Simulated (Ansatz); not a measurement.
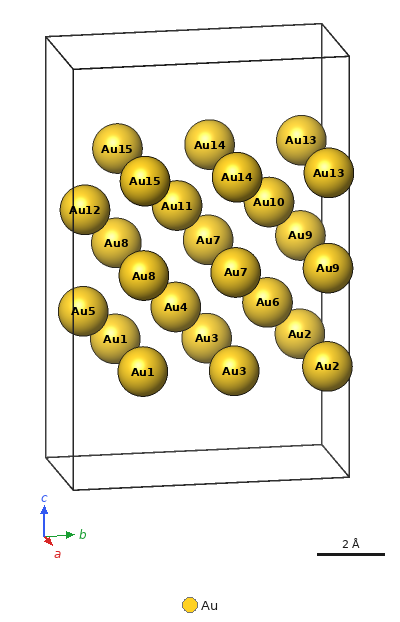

Figure 1. The structure as given in the input (spheres-only view of the cell of the calculation, with the vacuum cut short, seen slightly off an axis; atoms are numbered from 1 in the order of the input). An atom can appear more than once, as a periodic image.

# Au: single-point calculation (part 1 of 2)

Au (slab, 15 atoms in the cell), computed with DFT PBE, scalar-relativistic, plane waves, PAW, no spin polarisation (Ansatz 0.2.0).

The structure derives from an entry of the Crystallography Open Database. It belongs to a series of runs on one base structure; here: the film alone at its places in the stack. Figures and captions count atoms from 1; the log counts them from 0 in places.

### The input
```yaml
crystal:
  lattice:
    - [4.2144047902, 0.0, 0.0]
    - [0.0, 8.4288095804, 0.0]
    - [0.0, 0.0, 30.3936793731]
  atoms:
    - { symbol: Au, position: [-0.003451844, 0.2521542712, 0.5551110139] }
    - { symbol: Au, position: [-0.0035465662, 0.9210223384, 0.5514871671] }
    - { symbol: Au, position: [-0.0035425976, 0.5832245067, 0.5515102976] }
    - { symbol: Au, position: [0.4959607181, 0.4216479872, 0.6017632878] }
    - { symbol: Au, position: [0.4959719414, 0.0859582982, 0.6018426965] }
    - { symbol: Au, position: [0.4958958914, 0.7538922926, 0.6020174294] }
    - { symbol: Au, position: [0.995202668, 0.5887554141, 0.6510882587] }
    - { symbol: Au, position: [0.9949530781, 0.2561057631, 0.6523761627] }
    - { symbol: Au, position: [0.9952270999, 0.9231458309, 0.6510775203] }
    - { symbol: Au, position: [0.4940323734, 0.7595470164, 0.7036607694] }
    - { symbol: Au, position: [0.493970148, 0.426323809, 0.7045485321] }
    - { symbol: Au, position: [0.4939672424, 0.0927734855, 0.7045769585] }
    - { symbol: Au, position: [0.9935880111, 0.9266671914, 0.7475439931] }
    - { symbol: Au, position: [0.9935906111, 0.594126708, 0.7475378368] }
    - { symbol: Au, position: [0.9935574848, 0.2604590832, 0.7479715348] }
basis:
  ecutwfc: 420
kpoints:
  mp_grid: { grid: [8, 4, 1] }
hamiltonian:
  xc: pbe
scf:
  occupations: { method: gaussian, width: 0.1 }
output:
  forces: true
  stress: true
  eigenvalues: true
  write_density: true
  write_potential: true
  elf: true
  volumetric_format: npy
efield:
  axis: 3
  dipole_correction: true
  ramp_width: 0.04
```

Run on 8 threads of Arm Neoverse V1, 24 GiB of memory available, shared host.

Run as:
```bash
ansatz run input.yaml --threads 8 --pin off --max-ram 20480MiB --backend cpu --events-out ev --progress --plain --runs-dir out
```

### Log
```
Engine: ansatz 0.2.0, aarch64-unknown-linux-gnu
Pseudopotentials: kind: paw
Pseudopotential: Au, paw, valence charge 19, recommended cutoff 420 eV (normal), Au.paw.azcp
Functional definition: PBE
  parameter kappa = 0.804
  parameter beta = 0.06672455060314922
  exchange = pbe_x(kappa = kappa, mu = beta*pi^2/3)
  correlation = pbe_c(beta = beta)
Crystal: 15 atoms, lattice volume = 1079.657 Å³
Basis set: ecut = 420 eV, 21035 PW (Γ), exchange–correlation on 60×120×432 points (8 copies of the dense FFT grid, shifted against one another)
Bands: 171, of which v1, the nominal top of the filled ones, is band 143 counted from 1 (142 counted from 0)
Symmetry: 1 space group operations
Space group: P1 (ITA 1), of the structure as read, at distance tolerance 1.0e-4 Å
k-points: 18 of 32 (time reversal used)
Non-local potential: Au, projectors of the file, l = 0: 3, l = 1: 2, l = 2: 2, l = 3: 1
PAW form: soft (Blöchl's): semilocal exchange-correlation on the pseudo side does not see the compensation charge
PAW one-centre angular grid: Au, 590 points (default); XC on 64 Gauss nodes
Initial density: superposition of atomic densities (neutral atoms: chi_scale 0, normalization atom), corrected by the library's trained network
Initial wavefunctions: pseudopotential atomic-orbital guess
Functional: x = pbe(κ = 0.804, μ = 0.2195149727645171), c = pbe(β = 0.06672455060314922)
SCF iter   1: F=—  HF=-197235.867253 eV  |F-HF|=—  |Δ(HF+E_count)|=         —  Δρ=1.64e-3  dr2=1.79e-1  ethr=1.77e-3  p=0.015 e·Å  D=2.50e-3 V/Å  ΔV_dip=-0.08 eV  dr2_dipole=1.86e-3  V_vac-E_F(+/−)=4.68/4.75 eV  ⟨swp⟩=8.5  Hψ=13728  notcnv=0  defer=87
efield: sawtooth ramp at fractional position 0.1297 (placed from the atoms, in the widest stretch of the axis that holds none; the zero of the levels goes with the place), width 0.0400; the density the first Hamiltonian is built on has a dipole p = 0.015 e·Å; the dipole correction subtracts the counter field D = 2.50e-3 V/Å, which shifts the + side's vacuum level by -0.08 eV against the − side's; the planar-averaged density in the ramp window peaks in size at 4.6e-6 e/Å³
preconditioner: auto → LDOS  [insulator: Δε(μ)=0.127 eV  Ē_g=8.159 eV  σ=0.100 eV  W_gap=0.63  n_scr=190 (ndim 8)  ℏωp=14.5 eV  f_vac=0.701  D(μ)=4.45/eV (n_scr^D=18)  ε∞_Penn≈4.2  β→1.0]
SCF iter   2: F=—  HF=-197235.899934 eV  |F-HF|=—  |Δ(HF+E_count)|=   3.27e-2  Δρ=1.69e-3  dr2=1.22e-1  ethr=6.28e-5  p=0.002 e·Å  D=4.04e-4 V/Å  ΔV_dip=-0.01 eV  dr2_dipole=7.43e-5  V_vac-E_F(+/−)=5.06/5.07 eV  ⟨swp⟩=2.4  Hψ=6189  notcnv=0  defer=346
SCF iter   3: F=—  HF=-197235.878563 eV  |F-HF|=—  |Δ(HF+E_count)|=   2.14e-2  Δρ=3.48e-4  dr2=2.33e-3  ethr=4.28e-5  p=0.005 e·Å  D=9.11e-4 V/Å  ΔV_dip=-0.03 eV  dr2_dipole=7.10e-7  V_vac-E_F(+/−)=4.97/5.00 eV  ⟨swp⟩=2.2  Hψ=4155  notcnv=0  defer=346
SCF iter   4: F=—  HF=-197235.878348 eV  |F-HF|=—  |Δ(HF+E_count)|=   2.15e-4  Δρ=1.32e-4  dr2=2.12e-4  ethr=8.18e-7  p=0.005 e·Å  D=8.39e-4 V/Å  ΔV_dip=-0.03 eV  dr2_dipole=2.06e-7  V_vac-E_F(+/−)=4.97/5.00 eV  ⟨swp⟩=2.1  Hψ=4207  notcnv=0  defer=346
SCF iter   5: F=—  HF=-197235.878396 eV  |F-HF|=—  |Δ(HF+E_count)|=   4.85e-5  Δρ=2.87e-5  dr2=1.24e-5  ethr=7.43e-8  p=0.006 e·Å  D=9.27e-4 V/Å  ΔV_dip=-0.03 eV  dr2_dipole=5.29e-9  V_vac-E_F(+/−)=4.97/5.00 eV  ⟨swp⟩=2.4  Hψ=4598  notcnv=0  defer=346
SCF iter   6: F=—  HF=-197235.878539 eV  |F-HF|=—  |Δ(HF+E_count)|=   1.43e-4  Δρ=1.03e-5  dr2=1.96e-6  ethr=4.35e-9  p=0.005 e·Å  D=8.89e-4 V/Å  ΔV_dip=-0.03 eV  dr2_dipole=1.46e-7  V_vac-E_F(+/−)=4.97/5.00 eV  ⟨swp⟩=3.0  Hψ=5412  notcnv=0  defer=330
SCF iter   7: F=—  HF=-197235.878540 eV  |F-HF|=—  |Δ(HF+E_count)|=   8.92e-7  Δρ=3.93e-6  dr2=2.40e-7  ethr=6.89e-10  p=0.005 e·Å  D=9.16e-4 V/Å  ΔV_dip=-0.03 eV  dr2_dipole=1.22e-9  V_vac-E_F(+/−)=4.97/5.00 eV  ⟨swp⟩=2.0  Hψ=4197  notcnv=0  defer=330
SCF iter   8: F=-197235.878540 eV  HF=-197235.878540 eV  |F-HF|=5.71e-8  |Δ(HF+E_count)|=   2.30e-7  Δρ=1.13e-6  dr2=1.77e-8  ethr=3.51e-11  p=0.005 e·Å  D=9.13e-4 V/Å  ΔV_dip=-0.03 eV  dr2_dipole=7.13e-11  V_vac-E_F(+/−)=4.97/5.00 eV  ⟨swp⟩=32.4  Hψ=29288  notcnv=0
SCF 1 converged in 8 iterations: F = -197235.878540 eV  dr2 = 1.77e-8
  greatest PAW one-centre occupation: 1.000 electrons in one spin orbital (limit 2), on the Au atom at site 3 (counted from 0), in its partial waves of l = 0
WARN: The output density's exchange-correlation potential varies sharply where the density is thin. Do not read a vacuum level from v_tot or v_xc, or from such a field of the output density. On a cell that repeats whose density bears no net charge and no dipole along the vacuum's axis use v_es (v_loc + v_h of the components); under efield.dipole_correction with no amplitude use v_es + v_field, which holds any external_charges[].barrier, or the levels of the report's work_function block, which leave it out; under a non-zero efield.amplitude the vacuum is tilted and has no level; on a cell that repeats and bears such a dipole with no correction it is tilted too, and efield.dipole_correction with no amplitude gives each side of its ramp a level where efield: is served; in a cell that repeats whose density bears a net charge (total_charge, or a fill off its count) it is curved and has none; of a slab under crystal.periodic whose density bears no net charge use v_es, which has a level on each side, short of where the two are joined; of another it falls or rises all the way out and has none; of a slab beside external_charges read slab_vacuum_level instead, which it has where they leave it neutral. The grid or the basis barely resolves most such structure, and the values can differ between equally converged runs; as a rule a tighter scf.convergence.dr2_threshold does not remove it. Where the density itself ripples (under the LDA too) a higher basis.ecutwfc lessens it. The files hold the spikes' plane waves up to the density's cutoff. Files: v_tot_of_output_density and the like, and their columns of v_z.tsv (output.write_potential); v_xc_of_output_density and the like, and their columns of v_comp_z.tsv (output.write_potential_components). Measured: with its Gaussian average of σ = 0.25 Å subtracted twice, the exchange-correlation potential is over 0.1 eV at 1 of the grid points where the equally averaged density (valence and model cores) is under 1e-3 e/Å³, and 0.106 eV at the most among them, at an averaged density of 1.8e-9 e/Å³. The input density's (outcome.potential() and, of a run that writes arrays, v_tot and v_xc) is over 0.1 eV, so measured, at 3 points of its own thin density, 0.103 eV at the most. See output.write_potential in the manual, Limitations
SCF converged after 8 iterations
Free energy (F): -197235.878540 eV
Harris-Foulkes:  -197235.878540 eV  (|F-HF|=5.71e-8)
Internal energy: -197235.857833 eV  (E = F + TS)
E sigma→0 (E₀):  -197235.868187 eV
Entropy (-TS):   -0.020707 eV (-1.380 meV/atom)
Fermi energy:    1.018936 eV
Dipole field:    D = 0.000908 V/Å  (p = 0.005417 e·Å, saw-weighted, corrected)
Work function:   Φ+ = 4.9737 eV   Φ− = 5.0013 eV
Levels:          The Fermi level and band energies are counted from a zero that moves with the ramp; work functions are not
--- Per-component energies (eV) ---
  E_band       = -8542.621915
  E_kinetic    = 9062.907030
  E_local      = -626191.961681  (includes V_loc(G=0)·N_el)
  E_nonlocal   = 1117.476353
  E_hartree    = 308505.758951
  E_xc         = -3408.234394
  E_vxc        = -4111.340847  (∫ρ·V_xc dr)
  E_paw        = -145604.684096  (= ΣΔE_a)
  E_vpaw       = -5431.222425  (= ΣTr[D̂ρ^β])
  E_aug_tail   = 0.021426  (compensation charges beyond the density's cutoff)
  E_efield     = 0.000002  (sawtooth field / dipole correction)
  E_vefield    = -0.014765  (∫n·V_field dr)
  E_ewald      = 259282.858574
  E_smearing   = -0.020707  (= −TS)
  E_closure    = -0.000000  (closes the sum)
  Σ components = -197235.878540   (vs F -197235.878540, Δ=0.00e0)
--- Forces (eV/Å), atoms counted from 1 ---
  atom   1  Au    -0.00505782     0.00632599     0.23232687
  atom   2  Au    -0.00257365    -0.17825025     0.49946001
  atom   3  Au    -0.00263523     0.19582982     0.49521136
  atom   4  Au    -0.00084344    -0.02540801    -0.23192888
  atom   5  Au    -0.00082336     0.02376228    -0.23640640
  atom   6  Au    -0.00081235    -0.00489955    -0.38597980
  atom   7  Au    -0.00033460     0.02902353    -0.04127383
  atom   8  Au     0.00081039    -0.00565267    -0.06543186
  atom   9  Au    -0.00049000    -0.02752064    -0.03866232
  atom  10  Au    -0.00011955     0.00039341    -0.04046005
  atom  11  Au    -0.00050158     0.00181230    -0.05830338
  atom  12  Au    -0.00052758    -0.00049718    -0.05616855
  atom  13  Au     0.00465563    -0.00997226    -0.03397032
  atom  14  Au     0.00465385     0.00201477    -0.03382002
  atom  15  Au     0.00459934    -0.00696311    -0.00463887
  max |Σ_I F_I| component: 4.60e-5 eV/Å
--- Stress (GPa, compression-positive) ---
       -0.548382      -0.000826       0.010869
       -0.000826      -0.387226      -0.015279
        0.010869      -0.015279      -0.427010
  P = ⅓ Tr σ = -0.4542 GPa (-4.542 kbar)
--- Band table (eV; the first three rows and the last of 18) ---
  k-point 0: bands = ["-104.1846", "-104.1796", "-104.1778", "-104.1613", "-104.1561", "-104.1544", "-104.1458", "-104.1428", "-104.1243", "-103.7050", "-103.6976", "-103.6951", "-103.6455", "-103.5314", "-103.5286", "-55.7071", "-55.7041", "-55.6927", "-55.6895", "-55.6815", "-55.6627", "-55.6606", "-55.6467", "-55.6463", "-55.6293", "-55.6169", "-55.6158", "-55.6092", "-55.6008", "-55.5951", "-55.5937", "-55.5887", "-55.5767", "-55.5761", "-55.5734", "-55.5713", "-55.5654", "-55.5562", "-55.5530", "-55.5518",
      "-55.5398", "-55.5311", "-55.2730", "-55.2715", "-55.2040", "-55.1560", "-55.1547", "-55.1506", "-55.1482", "-55.1036", "-55.0992", "-55.0856", "-55.0850", "-55.0804", "-55.0387", "-55.0150", "-54.9700", "-54.9651", "-54.9324", "-54.9266", "-7.6007", "-6.1071", "-5.4676", "-5.4601", "-5.3805", "-5.1194", "-5.0686", "-4.9298", "-4.8297", "-4.7112", "-4.6892", "-4.6192", "-4.5878", "-4.5534", "-4.5474", "-4.4506", "-4.0697", "-4.0344", "-3.9159", "-3.9120",
      "-3.7540", "-3.7470", "-3.7154", "-3.6895", "-3.6604", "-3.6138", "-3.5852", "-3.5833", "-3.5579", "-3.4650", "-3.1732", "-3.0984", "-3.0476", "-3.0076", "-2.9643", "-2.7404", "-2.6933", "-2.6695", "-2.5360", "-2.5120", "-2.3176", "-2.3004", "-2.2866", "-2.2399", "-2.1242", "-2.1201", "-2.0226", "-1.9276", "-1.8960", "-1.8782", "-1.8403", "-1.8058", "-1.8006", "-1.7521", "-1.6909", "-1.6319", "-1.5671", "-1.5362", "-1.4591", "-1.4189",
      "-1.3966", "-1.3519", "-1.3381", "-1.3268", "-1.1708", "-1.1168", "-1.1128", "-1.1118", "-1.0818", "-1.0428", "-1.0110", "-0.9619", "-0.9170", "-0.9146", "-0.8356", "-0.7787", "-0.7624", "-0.7056", "-0.6856", "-0.6792", "-0.4939", "-0.4227", "0.9174", "0.9629", "1.4047", "3.2910", "3.6619", "3.7117", "4.1048", "4.8792", "4.9058", "5.6491", "5.9057", "5.9421", "6.2136", "6.2371", "6.2888", "6.4274", "6.4463", "6.5275",
      "6.9472", "7.5465", "7.7657", "7.7948", "7.8739", "7.8773", "7.9059", "7.9168", "7.9368", "8.1856", "8.1953"]
```
